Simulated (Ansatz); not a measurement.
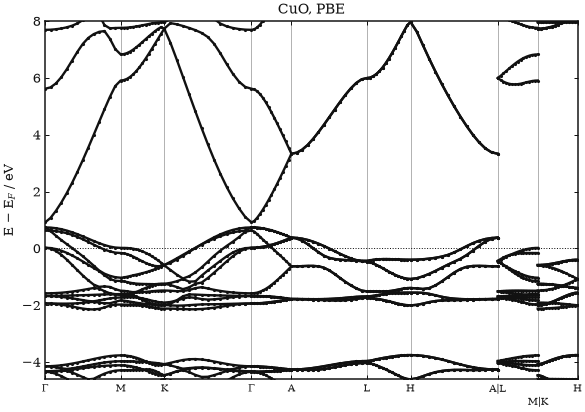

Band structure. Energies are counted from the Fermi level.

Q: Which Bravais lattice do the labels of the path belong to?

A: A hexagonal (primitive) lattice: the path Γ–M–K–Γ–A–L–H–A|L–M|K–H runs through the special points of its Brillouin zone.

System: wurtzite CuO, space group P6_3mc, 4 atoms in the cell.

Space group P6_3mc (No. 186). a = 3.288 Å, b = 3.288 Å, c = 5.385 Å, α = 90.00°, β = 90.00°, γ = 120.00°
| atom | site | symmetry | x | y | z |
| --- | --- | --- | --- | --- | --- |
| Cu | 2b | 3m. | 0.6667 | 0.3333 | 0.0000 |
| O | 2b | 3m. | 0.6667 | 0.3333 | 0.6252 |

Method: PBE, Ansatz PAW, no spin polarisation, no spin-orbit coupling, 9×9×5 k mesh, 420 eV cutoff, Fermi-Dirac smearing of 0.05 eV (Ansatz 0.2.0).

Q: Metal, semiconductor or insulator?

A: A metal: bands cross the Fermi level along this path.

The run has no spin polarisation, though such a crystal can be magnetic. Semilocal functionals often make such compounds metallic where correlation or magnetic order opens a gap, which also shifts bond lengths. The cell is at −9 GPa in this functional. The usual form of CuO is monoclinic. The cell was built from a pattern and not relaxed, so its bond lengths can be off.
